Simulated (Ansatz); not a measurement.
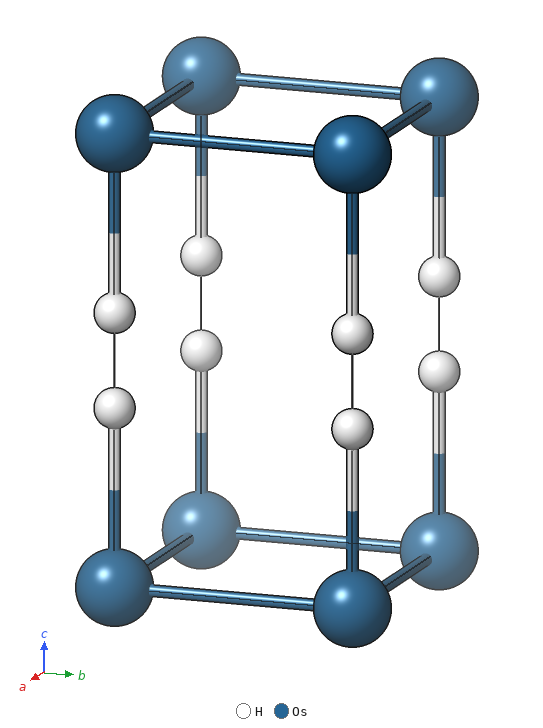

An orthographic ball-and-stick view of the structure, slightly off an axis. The parallelepiped is the conventional unit cell. Cell: a = 2.49 Å, b = 2.49 Å, c = 4.60 Å, α = 90.00°, β = 90.00°, γ = 90.00°.

The structure was taken from a random cell made by a generator, so it need not be a real form of the compound. Earlier steps of the study may have refined or changed the cell and positions. A calculation with Ansatz used it as input.

Q: Describe the arrangement of the atoms.

A: Its composition is H$_{2}$Os. Space group P4/mmm (No. 123), lattice primitive tetragonal. One cell contains 2 H, 1 Os, 3 atoms in all. The coordination shell of H holds one Os at about 1.8 Å. Os bonds to four Os and two H in a distorted octahedral arrangement (about 2.5 Å to Os, 1.8 Å to H). The bonds build H2Os layers parallel to (001).

The numbers come from Ansatz, DFT PBE, scalar-relativistic, plane waves, PAW, using E_cut = 420 eV, an 18×18×10 grid in reciprocal space, Gaussian smearing of 0.1 eV, no spin polarisation.

Q: What does the calculation say: metal or gapped?

A: A metal: bands cross the Fermi level.

Q: List the Bader charges.

A: H -0.05 e; Os +0.09 e.

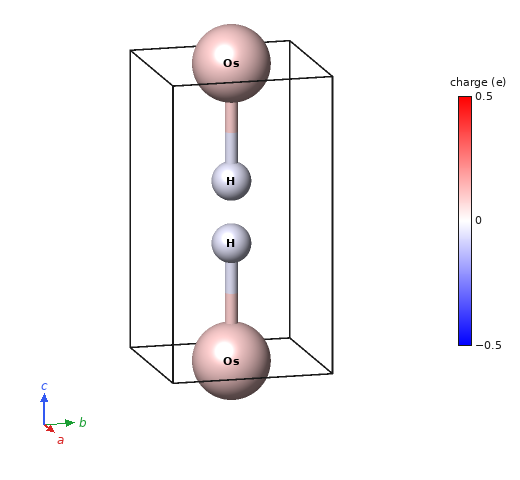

The atoms coloured by those charges. The run's cell of 3 atoms is drawn, so axes and origin can differ from the first picture.

Q: Is this the optimised geometry for these settings?

A: Yes. All forces vanish to within 0.01 eV/Å. The pressure is 0.0 GPa, close to zero.
